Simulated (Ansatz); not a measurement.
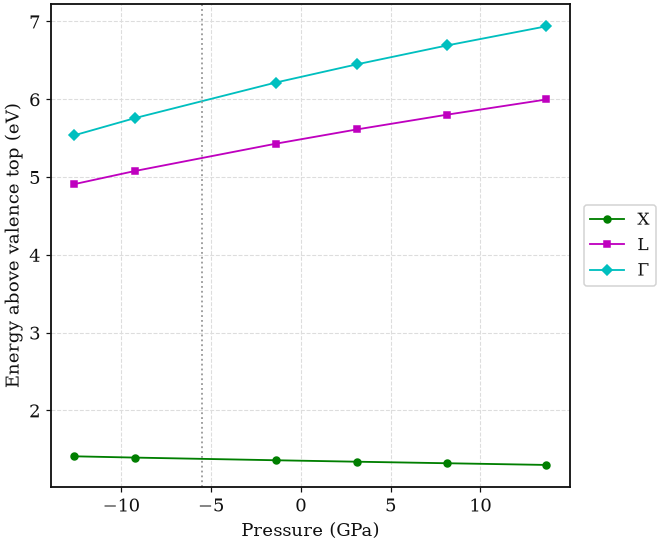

Lowest conduction level at each named k point, counted from the valence-band top at Γ. One run is left out (dotted line).

System: zincblende SiC, space group F-43m (No. 216), 2 atoms in the primitive cell. The cell is scaled uniformly. Method: PBE with D3(BJ) dispersion, Ansatz PAW, no spin polarisation, no spin-orbit coupling, 10×10×10 k mesh, 420 eV cutoff, Fermi-Dirac smearing of 0.05 eV (Ansatz 0.2.0).

| pressure | X (eV) | L (eV) | Γ (eV) | volume (Å³/atom) |
| --- | --- | --- | --- | --- |
| −12.6 GPa | 1.41 | 4.91 | 5.54 | 10.97 |
| −9.2 GPa | 1.39 | 5.08 | 5.76 | 10.76 |
| −1.4 GPa | 1.36 | 5.43 | 6.21 | 10.35 |
| 3.1 GPa | 1.34 | 5.61 | 6.45 | 10.14 |
| 8.2 GPa | 1.32 | 5.80 | 6.69 | 9.93 |
| 13.7 GPa | 1.30 | 6.00 | 6.94 | 9.73 |

What does the missing run, at −5.5 GPa, give?

Answer. Fits through the other points give 1.38 eV at X (a straight line), 5.25 eV at L (a parabola) and 5.98 eV at Γ (a parabola). The run itself gives 1.38, 5.25 and 5.98 eV, within 0.01 eV of the estimates.

What are the pressure coefficients?

Answer. Straight lines through the points have slopes of −4 at X, +41 at L and +53 at Γ (meV per GPa). The points bend away from straight lines by up to 0.05 eV, so these are means over the range.

LDA, GGA and most meta-GGA functionals understate gaps.
